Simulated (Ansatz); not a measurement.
## Ge3Si: geometry relaxation (part 2 of 2)

The same run, continued: Ge3Si (4 atoms in the cell); DFT PBE, scalar-relativistic, plane waves, PAW, no spin polarisation (Ansatz 0.2.0); cutoff 420 eV, 16×16×6 k-mesh, Gaussian smearing of 0.1 eV. The structure was made by a generator, so it may or may not be a known phase.

Geometry of the input (Å; fractional positions):
```
2.9537  0.0000  0.0000
0.0000  2.9537  0.0000
0.0000  0.0000  8.5704
Si 0.5000  0.5000  0.5000
Ge 0.0000  0.0000  0.7210
Ge 0.5000  0.5000  0.0000
Ge 0.0000  0.0000  0.2790
```

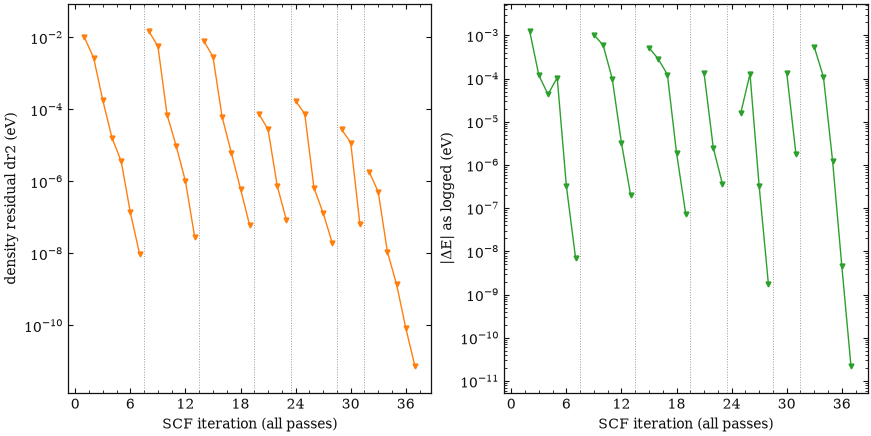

*Convergence of the self-consistent field: density residual dr2 and size of the energy change against the SCF iteration. The dotted lines part the SCF passes of the relaxation: geometry steps, rejected trials and re-solves on a re-selected basis.*

The 7 passes take 3 to 7 iterations each, 37 in all.

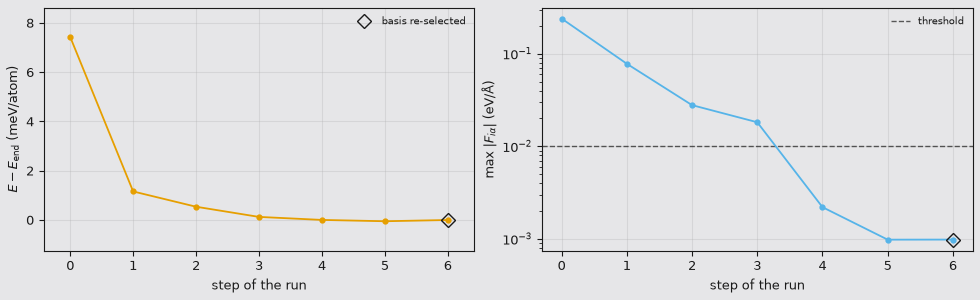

*Progress of the relaxation, step by step (the first geometry is step 0 here and step 1 in the log).*

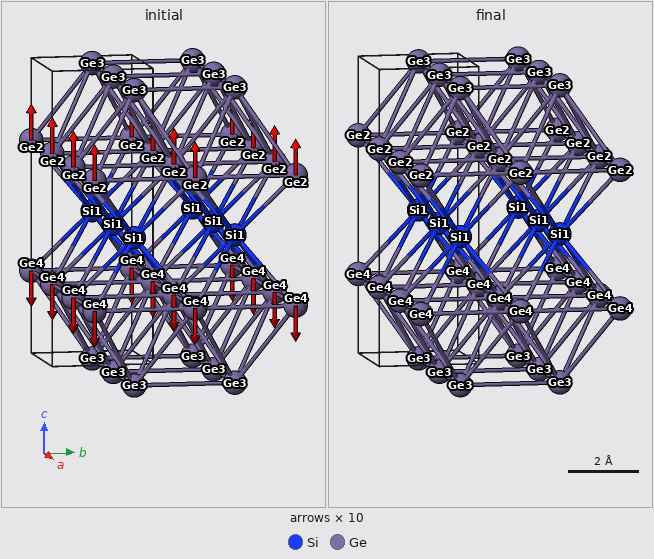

*Before (left) and after (right) the relaxation, at one scale (ball-and-stick view of the cell of the calculation, repeated 3 × 2 × 1, seen slightly off an axis). The red arrows give the displacements (without the part carried along by the change of the cell), magnified 10 times.*

The largest moves relative to the cell, 0.11 Å, are those of Ge2 and Ge4. Si stays in place. Cell: a = b 2.954 → 2.925 Å (−1.0 %), c 8.570 → 8.617 Å (+0.5 %). Volume −1.4 %. Among the contacts that change: Ge2–Ge3 3.175 → 3.092 Å, Si1–Ge2 2.820 → 2.885 Å, Ge2–Ge2 2.954 → 2.925 Å. The space group stays P4/mmm (No. 123). Over 5 geometry steps the energy falls by 7.5 meV per atom. Largest force component: 0.24 eV/Å at the start, 0.00098 eV/Å at the end. Pressure: −0.34 GPa at the start and −0.02 GPa at the end. A last SCF at the same geometry on a re-selected plane-wave basis shifts the energy by +0.0 meV per atom. (Atoms are counted from 1 in the order of the input.)

```
basis re-selected at this cell: Δ(F+E_penalty+E_count) = +1.998e-4 eV, ΔP = +0.001 GPa vs the last step (what re-selecting the basis moved, of the pressure what is left beyond the Pulay correction that the steps carried, after the strain that the cell walked since its last selection, with what the two solves' SCF thresholds leave and, on support functions, any second-order correction that the steps lacked; it is no measure of the basis error at this ecutwfc). This SCF's stress stands 2.11e-2 GPa from its target on what of the cell is left free (relax.cell.stress_tol is 5.00e-2 GPa) and its largest allowed force component is 9.82e-4 eV/Å (relax.f_tol is 1.00e-2 eV/Å): within both
SCF converged after 6 iterations
Free energy (F): -13519.083495 eV
Harris-Foulkes:  -13519.083495 eV  (|F-HF|=5.46e-12)
Internal energy: -13519.074829 eV  (E = F + TS)
E sigma→0 (E₀):  -13519.079162 eV
Entropy (-TS):   -0.008665 eV (-2.166 meV/atom)
Fermi energy:    10.576923 eV
--- Per-component energies (eV) ---
  E_band       = -342.154233
  E_kinetic    = 368.726433
  E_local      = -7136.488480  (includes V_loc(G=0)·N_el)
  E_nonlocal   = 1270.423563
  E_hartree    = 3157.056893
  E_xc         = -281.917085
  E_vxc        = -240.096937  (∫ρ·V_xc dr)
  E_paw        = -6559.801318  (= ΣΔE_a)
  E_vpaw       = -918.833484  (= ΣTr[D̂ρ^β])
  E_aug_tail   = 0.000946  (compensation charges beyond the density's cutoff)
  E_ewald      = -4337.075782
  E_smearing   = -0.008665  (= −TS)
  E_closure    = 0.000000  (closes the sum)
  Σ components = -13519.083495   (vs F -13519.083495, Δ=0.00e0)
--- Forces (eV/Å), atoms counted from 1 ---
  atom   1  Si    -0.00000000     0.00000000     0.00000000
  atom   2  Ge     0.00000000     0.00000000    -0.00098230
  atom   3  Ge     0.00000000    -0.00000000     0.00000000
  atom   4  Ge    -0.00000000     0.00000000     0.00098230
  max |Σ_I F_I| component: 2.52e-29 eV/Å
--- Stress (GPa, compression-positive) ---
       -0.021060       0.000000       0.000000
        0.000000      -0.021060       0.000000
        0.000000       0.000000      -0.006146
  P = ⅓ Tr σ = -0.0161 GPa (-0.161 kbar)
--- Band table (eV; the first three rows and the last of 180) ---
  k-point 0: bands = ["-14.2729", "-14.2686", "-14.2287", "-14.2242", "-14.2125", "-14.1900", "-14.1832", "-14.1832", "-14.1659", "-14.1659", "-14.1482", "-14.1463", "-14.1251", "-14.1251", "-14.1094", "-2.6533", "-0.8081", "-0.4790", "4.7796", "5.9385", "13.4435", "13.4435", "13.9746", "14.4520", "15.5162", "15.5162", "15.6714", "15.6714"]
  k-point 1: bands = ["-14.2728", "-14.2686", "-14.2287", "-14.2237", "-14.2131", "-14.1898", "-14.1833", "-14.1833", "-14.1657", "-14.1657", "-14.1482", "-14.1463", "-14.1251", "-14.1251", "-14.1094", "-2.6018", "-1.2557", "0.0705", "4.0159", "6.8013", "12.6856", "13.4814", "13.4814", "15.0482", "15.0482", "15.6433", "16.2398", "16.2398"]
  k-point 2: bands = ["-14.2727", "-14.2687", "-14.2287", "-14.2226", "-14.2147", "-14.1894", "-14.1836", "-14.1836", "-14.1654", "-14.1654", "-14.1482", "-14.1464", "-14.1253", "-14.1253", "-14.1094", "-2.4542", "-1.7197", "0.8258", "2.9917", "8.1347", "11.1658", "13.5753", "13.5753", "14.6498", "14.6498", "16.2826", "16.8381", "16.9405"]
  k-point 179: bands = ["-14.2351", "-14.2351", "-14.2333", "-14.2259", "-14.2023", "-14.2011", "-14.2011", "-14.1542", "-14.1451", "-14.1451", "-14.1373", "-14.1294", "-14.1022", "-14.1022", "-14.0680", "5.2370", "5.6292", "5.6682", "6.3314", "6.4564", "6.4564", "7.1405", "7.1405", "10.3351", "10.3351", "10.9663", "11.0625", "11.1732"]
--- Relaxed structure (6 steps of the walk, 6 accepted, 1 SCFs on fresh bases) ---
  F+E_penalty+E_count = -13519.08349482 eV   max|allowed force component| = 9.823e-4 eV/Å   (the final SCF, on the basis selected at the relaxed cell)
  cell:  # Å, volume = 73.7398 Å³
    - [2.9253197811018703, -6.751496771646682e-35, 0.0]
    - [-6.751496771646682e-35, 2.9253197811018703, 0.0]
    - [0.0, 0.0, 8.616978823869378]
  atoms:
    - { symbol: Si, position: [0.5000000000000001, 0.5000000000000001, 0.49999999999999994] }
    - { symbol: Ge, position: [-1.6058867571313777e-34, -2.3177747010143593e-35, 0.7333510461773495] }
    - { symbol: Ge, position: [0.5000000000000001, 0.5000000000000001, -3.1626294478254617e-20] }
    - { symbol: Ge, position: [-1.4072203541872898e-34, -2.3177747010143593e-35, 0.2666489538226504] }
```

## Trajectory as extended XYZ (Å, eV, eV/Å), 7 frames, from step=1 to step=7
```
4
Lattice="2.9537 0.0000 0.0000 0.0000 2.9537 0.0000 0.0000 0.0000 8.5704" Properties=species:S:1:pos:R:3:forces:R:3 step=1 energy=-13519.05378 pressure_GPa=-0.34
Si    1.4769    1.4769    4.2852    0.0000   0.0000   0.0000
Ge    0.0000    0.0000    6.1792    0.0000   0.0000   0.2396
Ge    1.4769    1.4769    0.0000    0.0000   0.0000   0.0000
Ge    0.0000    0.0000    2.3912    0.0000   0.0000  -0.2396
4
Lattice="2.9441 0.0000 0.0000 0.0000 2.9441 0.0000 0.0000 0.0000 8.4860" Properties=species:S:1:pos:R:3:forces:R:3 step=2 energy=-13519.07886 pressure_GPa=0.33
Si    1.4720    1.4720    4.2430    0.0000   0.0000   0.0000
Ge    0.0000    0.0000    6.1923    0.0000   0.0000   0.0778
Ge    1.4720    1.4720    0.0000    0.0000   0.0000   0.0000
Ge    0.0000    0.0000    2.2936    0.0000   0.0000  -0.0778
4
Lattice="2.9456 0.0000 0.0000 0.0000 2.9456 0.0000 0.0000 0.0000 8.5481" Properties=species:S:1:pos:R:3:forces:R:3 step=3 energy=-13519.08134 pressure_GPa=-0.37
Si    1.4728    1.4728    4.2741    0.0000   0.0000   0.0000
Ge    0.0000    0.0000    6.2756    0.0000   0.0000  -0.0278
Ge    1.4728    1.4728    0.0000    0.0000   0.0000   0.0000
Ge    0.0000    0.0000    2.2725    0.0000   0.0000   0.0278
4
Lattice="2.9343 0.0000 0.0000 0.0000 2.9343 0.0000 0.0000 0.0000 8.5712" Properties=species:S:1:pos:R:3:forces:R:3 step=4 energy=-13519.08299 pressure_GPa=-0.06
Si    1.4671    1.4671    4.2856    0.0000   0.0000   0.0000
Ge    0.0000    0.0000    6.2909    0.0000   0.0000  -0.0182
Ge    1.4671    1.4671    0.0000    0.0000   0.0000   0.0000
Ge    0.0000    0.0000    2.2803    0.0000   0.0000   0.0182
4
Lattice="2.9184 0.0000 0.0000 0.0000 2.9184 0.0000 0.0000 0.0000 8.6451" Properties=species:S:1:pos:R:3:forces:R:3 step=5 energy=-13519.08348 pressure_GPa=0.08
Si    1.4592    1.4592    4.3226    0.0000   0.0000   0.0000
Ge    0.0000    0.0000    6.3401    0.0000   0.0000   0.0022
Ge    1.4592    1.4592    0.0000    0.0000   0.0000   0.0000
Ge    0.0000    0.0000    2.3050    0.0000   0.0000  -0.0022
4
Lattice="2.9253 0.0000 0.0000 0.0000 2.9253 0.0000 0.0000 0.0000 8.6170" Properties=species:S:1:pos:R:3:forces:R:3 step=6 energy=-13519.08369 pressure_GPa=-0.02
Si    1.4627    1.4627    4.3085    0.0000   0.0000   0.0000
Ge    0.0000    0.0000    6.3193    0.0000   0.0000  -0.0010
Ge    1.4627    1.4627    0.0000    0.0000   0.0000   0.0000
Ge    0.0000    0.0000    2.2977    0.0000   0.0000   0.0010
4
Lattice="2.9253 0.0000 0.0000 0.0000 2.9253 0.0000 0.0000 0.0000 8.6170" Properties=species:S:1:pos:R:3:forces:R:3 step=7 energy=-13519.08350 pressure_GPa=-0.02
Si    1.4627    1.4627    4.3085    0.0000   0.0000   0.0000
Ge    0.0000    0.0000    6.3193    0.0000   0.0000  -0.0010
Ge    1.4627    1.4627    0.0000    0.0000   0.0000   0.0000
Ge    0.0000    0.0000    2.2977    0.0000   0.0000   0.0010
```

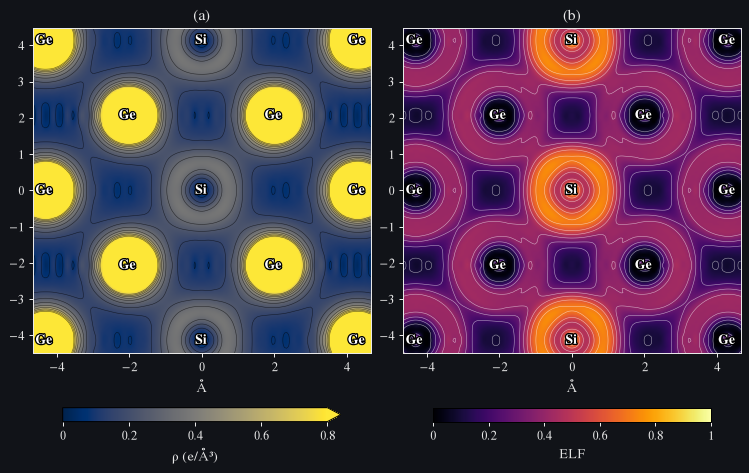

*(a) valence charge density (pseudo); (b) electron localisation function on the (110) plane of the conventional cell.*

Si–Ge (2.88 Å): ρ at the midpoint is about 0.22 e/Å³; the ELF is about 0.45 at the midpoint. Away from the nuclei the density in this plane falls to 0.04 e/Å³ at its lowest. In a PAW calculation such maps are meaningful between the atoms, not at the nuclei.

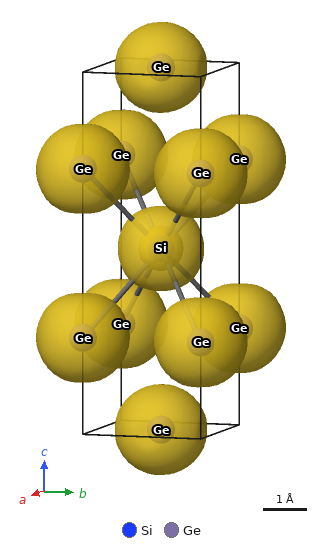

*Isosurface of the valence pseudo-density at 0.3 e/Å³ (yellow), seen slightly off an axis. Sticks mark near contacts. The outline is the cell set on symmetry axes.*

At this value the density breaks into separate islands; it holds about 80 % of the electrons treated as valence (semicore included). It is pinched off along the Si–Ge (2.88 Å) contacts. On the grid the lowest density along these lines, outside the cores, is 0.22 e/Å³ (Si–Ge, 2.88 Å).
